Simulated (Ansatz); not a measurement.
**Ge: single-point calculation (part 1 of 2)**

The run: single-point calculation of Ge (slab, 16 atoms in the cell). Method and program: DFT PBE, scalar-relativistic, plane waves, PAW, no spin polarisation (Ansatz 0.2.0).

The structure derives from an entry of the Crystallography Open Database. It belongs to a series of runs on one base structure; here: the substrate alone at its places in the stack. Figures and captions count atoms from 1; the log counts them from 0 in places.

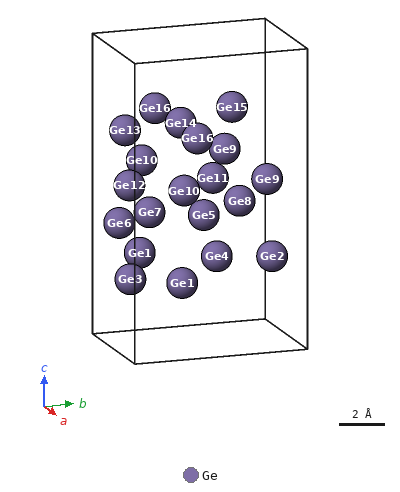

Figure 1. The structure (spheres-only view of the cell of the calculation, with the vacuum cut short, seen slightly off an axis; atoms are numbered from 1 in the order of the input). An atom can appear more than once, as a periodic image.

**The input**
```yaml
crystal:
  lattice:
    - [5.7610695454, 0.0, 0.0]
    - [0.0, 8.1473826848, 0.0]
    - [0.0, 0.0, 28.3270189633]
  atoms:
    - { symbol: Ge, position: [-0.0078810053, 0.2759860063, 0.2673655409] }
    - { symbol: Ge, position: [-0.105909634, 0.8209107074, 0.2929026178] }
    - { symbol: Ge, position: [0.6631089063, 0.0567975362, 0.2625442185] }
    - { symbol: Ge, position: [0.7820760078, 0.5280735963, 0.2943090208] }
    - { symbol: Ge, position: [0.4369031424, 0.537565264, 0.3440900768] }
    - { symbol: Ge, position: [0.5036493004, 0.0312441859, 0.3467888913] }
    - { symbol: Ge, position: [0.2165045143, 0.2772146758, 0.3440355594] }
    - { symbol: Ge, position: [0.219212381, 0.7985561081, 0.3501734801] }
    - { symbol: Ge, position: [-0.0157453298, 0.769831726, 0.4240196128] }
    - { symbol: Ge, position: [-0.0365271418, 0.2944723761, 0.4156355135] }
    - { symbol: Ge, position: [0.6887779764, 0.528237274, 0.4170685552] }
    - { symbol: Ge, position: [0.7503855854, 0.0294968224, 0.4199362548] }
    - { symbol: Ge, position: [0.6323187629, 0.0331522114, 0.5035227704] }
    - { symbol: Ge, position: [0.4891000153, 0.390551231, 0.5002464623] }
    - { symbol: Ge, position: [0.1961757776, 0.7603141792, 0.5025896572] }
    - { symbol: Ge, position: [0.0182303843, 0.3574891428, 0.5014422536] }
basis:
  ecutwfc: 420
kpoints:
  mp_grid: { grid: [6, 5, 1] }
hamiltonian:
  xc: pbe
scf:
  occupations: { method: gaussian, width: 0.1 }
output:
  forces: true
  stress: true
  eigenvalues: true
  write_density: true
  write_potential: true
  elf: true
  volumetric_format: npy
efield:
  axis: 3
  dipole_correction: true
  ramp_width: 0.04
```

Run as:
```bash
ansatz run input.yaml --threads 8 --pin off --max-ram 20480MiB --backend cpu --events-out ev --progress --plain --runs-dir out
```

**The program's output**
```
Engine: ansatz 0.2.0, aarch64-unknown-linux-gnu
Pseudopotentials: kind: paw
Pseudopotential: Ge, paw, valence charge 14, recommended cutoff 420 eV (normal), Ge.paw.azcp
Functional definition: PBE
  parameter kappa = 0.804
  parameter beta = 0.06672455060314922
  exchange = pbe_x(kappa = kappa, mu = beta*pi^2/3)
  correlation = pbe_c(beta = beta)
Crystal: 16 atoms, lattice volume = 1329.603 Å³
Basis set: ecut = 420 eV, 26027 PW (Γ), exchange–correlation on 80×120×384 points (8 copies of the dense FFT grid, shifted against one another)
Bands: 135, of which v1, the nominal top of the filled ones, is band 112 counted from 1 (111 counted from 0)
Symmetry: 1 space group operations
Space group: P1 (ITA 1), of the structure as read, at distance tolerance 1.1e-4 Å
k-points: 16 of 30 (time reversal used)
Non-local potential: Ge, projectors of the file, l = 0: 2, l = 1: 2, l = 2: 3, l = 3: 1
PAW form: soft (Blöchl's): semilocal exchange-correlation on the pseudo side does not see the compensation charge
PAW one-centre angular grid: Ge, 590 points (default); XC on 64 Gauss nodes
Initial density: superposition of atomic densities (neutral atoms: chi_scale 0, normalization atom), corrected by the library's trained network
Initial wavefunctions: pseudopotential atomic-orbital guess
Functional: x = pbe(κ = 0.804, μ = 0.2195149727645171), c = pbe(β = 0.06672455060314922)
SCF iter   1: F=—  HF=-68711.833099 eV  |F-HF|=—  |Δ(HF+E_count)|=         —  Δρ=1.90e-3  dr2=1.25e-1  ethr=1.77e-3  p=0.029 e·Å  D=4.00e-3 V/Å  ΔV_dip=-0.11 eV  dr2_dipole=3.03e-4  V_vac-E_F(+/−)=4.51/4.62 eV  ⟨swp⟩=6.1  Hψ=7927  notcnv=0  defer=49
efield: sawtooth ramp at fractional position 0.8630 (placed from the atoms, in the widest stretch of the axis that holds none; the zero of the levels goes with the place), width 0.0400; the density the first Hamiltonian is built on has a dipole p = 0.029 e·Å; the dipole correction subtracts the counter field D = 4.00e-3 V/Å, which shifts the + side's vacuum level by -0.11 eV against the − side's; the planar-averaged density in the ramp window peaks in size at 8.3e-6 e/Å³
preconditioner: auto → LDOS  [metal: Δε(μ)=0.034 eV  Ē_g=21.515 eV  σ=0.100 eV  W_gap=0.19  n_scr=184 (ndim 8)  ℏωp=15.2 eV  f_vac=0.655  D(μ)=8.92/eV (n_scr^D=24)  β→1.0]
SCF iter   2: F=—  HF=-68711.811338 eV  |F-HF|=—  |Δ(HF+E_count)|=   2.18e-2  Δρ=8.84e-4  dr2=2.07e-2  ethr=5.57e-5  p=-0.007 e·Å  D=-9.60e-4 V/Å  ΔV_dip=0.03 eV  dr2_dipole=6.91e-5  V_vac-E_F(+/−)=4.60/4.58 eV  ⟨swp⟩=2.0  Hψ=3100  notcnv=0  defer=208
SCF iter   3: F=—  HF=-68711.808608 eV  |F-HF|=—  |Δ(HF+E_count)|=   2.73e-3  Δρ=2.88e-4  dr2=3.10e-3  ethr=9.22e-6  p=-0.004 e·Å  D=-5.13e-4 V/Å  ΔV_dip=0.01 eV  dr2_dipole=3.09e-6  V_vac-E_F(+/−)=4.61/4.59 eV  ⟨swp⟩=2.0  Hψ=3690  notcnv=0  defer=208
SCF iter   4: F=—  HF=-68711.808220 eV  |F-HF|=—  |Δ(HF+E_count)|=   3.88e-4  Δρ=8.78e-5  dr2=2.16e-4  ethr=1.38e-6  p=-0.006 e·Å  D=-8.26e-4 V/Å  ΔV_dip=0.02 eV  dr2_dipole=2.47e-7  V_vac-E_F(+/−)=4.61/4.59 eV  ⟨swp⟩=2.1  Hψ=3326  notcnv=0  defer=208
SCF iter   5: F=—  HF=-68711.808240 eV  |F-HF|=—  |Δ(HF+E_count)|=   2.00e-5  Δρ=3.44e-5  dr2=2.86e-5  ethr=9.65e-8  p=-0.007 e·Å  D=-9.82e-4 V/Å  ΔV_dip=0.03 eV  dr2_dipole=7.90e-7  V_vac-E_F(+/−)=4.61/4.59 eV  ⟨swp⟩=2.0  Hψ=3416  notcnv=0  defer=208
SCF iter   6: F=—  HF=-68711.808156 eV  |F-HF|=—  |Δ(HF+E_count)|=   8.44e-5  Δρ=1.13e-5  dr2=3.23e-6  ethr=1.28e-8  p=-0.007 e·Å  D=-1.01e-3 V/Å  ΔV_dip=0.03 eV  dr2_dipole=4.81e-8  V_vac-E_F(+/−)=4.61/4.59 eV  ⟨swp⟩=2.0  Hψ=3436  notcnv=0  defer=196
SCF iter   7: F=—  HF=-68711.808157 eV  |F-HF|=—  |Δ(HF+E_count)|=   1.48e-6  Δρ=3.97e-6  dr2=4.13e-7  ethr=1.44e-9  p=-0.007 e·Å  D=-1.01e-3 V/Å  ΔV_dip=0.03 eV  dr2_dipole=1.76e-9  V_vac-E_F(+/−)=4.61/4.59 eV  ⟨swp⟩=2.0  Hψ=3705  notcnv=0  defer=196
SCF iter   8: F=-68711.808157 eV  HF=-68711.808157 eV  |F-HF|=4.21e-8  |Δ(HF+E_count)|=   3.39e-7  Δρ=1.37e-6  dr2=4.57e-8  ethr=4.46e-11  p=-0.007 e·Å  D=-1.01e-3 V/Å  ΔV_dip=0.03 eV  dr2_dipole=6.62e-10  V_vac-E_F(+/−)=4.61/4.59 eV  ⟨swp⟩=18.5  Hψ=16959  notcnv=0
SCF 1 converged in 8 iterations: F = -68711.808157 eV  dr2 = 4.57e-8
  greatest PAW one-centre occupation: 0.998 electrons in one spin orbital (limit 2), on the Ge atom at site 14 (counted from 0), in its partial waves of l = 2
WARN: The output density's exchange-correlation potential varies sharply where the density is thin. Do not read a vacuum level from v_tot or v_xc, or from such a field of the output density. On a cell that repeats whose density bears no net charge and no dipole along the vacuum's axis use v_es (v_loc + v_h of the components); under efield.dipole_correction with no amplitude use v_es + v_field, which holds any external_charges[].barrier, or the levels of the report's work_function block, which leave it out; under a non-zero efield.amplitude the vacuum is tilted and has no level; on a cell that repeats and bears such a dipole with no correction it is tilted too, and efield.dipole_correction with no amplitude gives each side of its ramp a level where efield: is served; in a cell that repeats whose density bears a net charge (total_charge, or a fill off its count) it is curved and has none; of a slab under crystal.periodic whose density bears no net charge use v_es, which has a level on each side, short of where the two are joined; of another it falls or rises all the way out and has none; of a slab beside external_charges read slab_vacuum_level instead, which it has where they leave it neutral. The grid or the basis barely resolves most such structure, and the values can differ between equally converged runs; as a rule a tighter scf.convergence.dr2_threshold does not remove it. Where the density itself ripples (under the LDA too) a higher basis.ecutwfc lessens it. The files hold the spikes' plane waves up to the density's cutoff. Files: v_tot_of_output_density and the like, and their columns of v_z.tsv (output.write_potential); v_xc_of_output_density and the like, and their columns of v_comp_z.tsv (output.write_potential_components). Measured: with its Gaussian average of σ = 0.25 Å subtracted twice, the exchange-correlation potential is over 0.1 eV at 10 of the grid points where the equally averaged density (valence and model cores) is under 1e-3 e/Å³, and 0.123 eV at the most among them, at an averaged density of 9.7e-4 e/Å³. The input density's (outcome.potential() and, of a run that writes arrays, v_tot and v_xc) is over 0.1 eV, so measured, at 11 points of its own thin density, 0.123 eV at the most. See output.write_potential in the manual, Limitations
SCF converged after 8 iterations
Free energy (F): -68711.808157 eV
Harris-Foulkes:  -68711.808157 eV  (|F-HF|=4.21e-8)
Internal energy: -68711.761345 eV  (E = F + TS)
E sigma→0 (E₀):  -68711.784751 eV
Entropy (-TS):   -0.046812 eV (-2.926 meV/atom)
Fermi energy:    -1.087315 eV
Dipole field:    D = -0.001021 V/Å  (p = -0.007504 e·Å, saw-weighted, corrected)
Work function:   Φ+ = 4.6145 eV   Φ− = 4.5856 eV
Levels:          The Fermi level and band energies are counted from a zero that moves with the ramp; work functions are not
--- Per-component energies (eV) ---
  E_band       = -4445.830569
  E_kinetic    = 1751.465875
  E_local      = -270607.858763  (includes V_loc(G=0)·N_el)
  E_nonlocal   = 6661.995817
  E_hartree    = 131851.792658
  E_xc         = -1193.908623
  E_vxc        = -1011.382860  (∫ρ·V_xc dr)
  E_paw        = -32283.247079  (= ΣΔE_a)
  E_vpaw       = -4943.660050  (= ΣTr[D̂ρ^β])
  E_aug_tail   = 0.004887  (compensation charges beyond the density's cutoff)
  E_efield     = 0.000004  (sawtooth field / dipole correction)
  E_vefield    = 0.023552  (∫n·V_field dr)
  E_ewald      = 95107.993878
  E_smearing   = -0.046812  (= −TS)
  E_closure    = -0.000000  (closes the sum)
  Σ components = -68711.808157   (vs F -68711.808157, Δ=0.00e0)
--- Forces (eV/Å), atoms counted from 1 ---
  atom   1  Ge     0.06403127     0.15957868     0.00155179
  atom   2  Ge    -0.02291899     0.07519545    -0.03779620
  atom   3  Ge    -0.03184366    -0.10036589     0.00108437
  atom   4  Ge     0.03341695    -0.13133090    -0.01546336
  atom   5  Ge    -0.03307345    -0.03612881    -0.09722498
  atom   6  Ge     0.03563643     0.15789732    -0.08340815
  atom   7  Ge    -0.05813938    -0.09421155    -0.06288840
  atom   8  Ge     0.08271132    -0.10011534    -0.17722480
  atom   9  Ge    -0.18090577    -0.17456518     0.23187819
  atom  10  Ge     0.28694960    -0.07233225    -0.11913719
  atom  11  Ge    -0.01306535     0.12922139     0.31959885
  atom  12  Ge    -0.31955905    -0.05494175     0.10964064
  atom  13  Ge    -0.53091965     0.19431785     0.14797118
  atom  14  Ge     0.08407447     0.12026893    -0.53544556
  atom  15  Ge     0.36486827    -0.22270677    -0.10977312
  atom  16  Ge     0.23872795     0.15022486     0.42663623
  max |Σ_I F_I| component: 9.03e-6 eV/Å
--- Stress (GPa, compression-positive) ---
       -0.813018       0.071268       0.008728
        0.071268      -1.148957       0.077446
        0.008728       0.077446       0.111271
  P = ⅓ Tr σ = -0.6169 GPa (-6.169 kbar)
--- Band table (eV; the first three rows and the last of 16) ---
```
